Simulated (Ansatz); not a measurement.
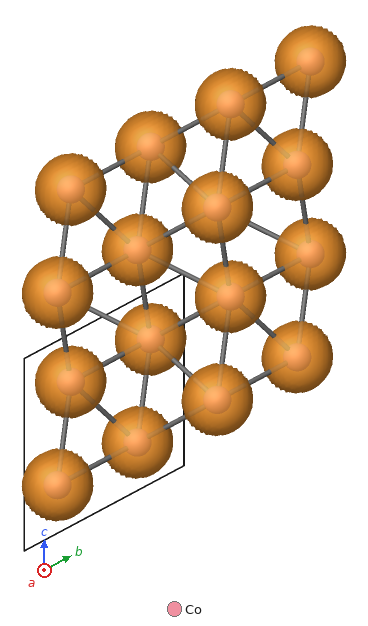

The picture shows: Co. Isosurface of the valence pseudo-density at 0.8 e/Å³ (orange), seen along the a axis. Sticks mark near contacts.

Space group P6₃/mmc; computed pressure about −15 GPa in this cell; computed without spin polarisation.

Method: DFT, PBE, PAW with Ansatz's default frozen-core files, scalar-relativistic in Ansatz 0.2.0.

The density is the valence pseudo-density of a PAW calculation; it isn't the true density close to the nuclei.

```
Co
1.0
     2.50740    0.00000    0.00000
     0.00000    4.34294    0.00000
     1.25370    2.17147    4.06990
Co
4
Direct
  0.87500 0.20833 0.25000
  0.37500 0.70833 0.25000
  0.12500 0.79167 0.75000
  0.62500 0.29167 0.75000
```

Question: What does this surface tell about the bonding?

Answer: At this value the density breaks into separate islands; it holds about 80 % of the electrons treated as valence (semicore included). It bridges none of the near contacts. It is pinched off along the shortest Co–Co (2.50 Å) contacts. On the grid the lowest density along these lines, outside the cores, is 0.34 e/Å³ (Co–Co, 2.50 Å).

Question: Does the calculation make it a metal, or give it a gap?

Answer: It is gapless in this calculation (a metal or semimetal).
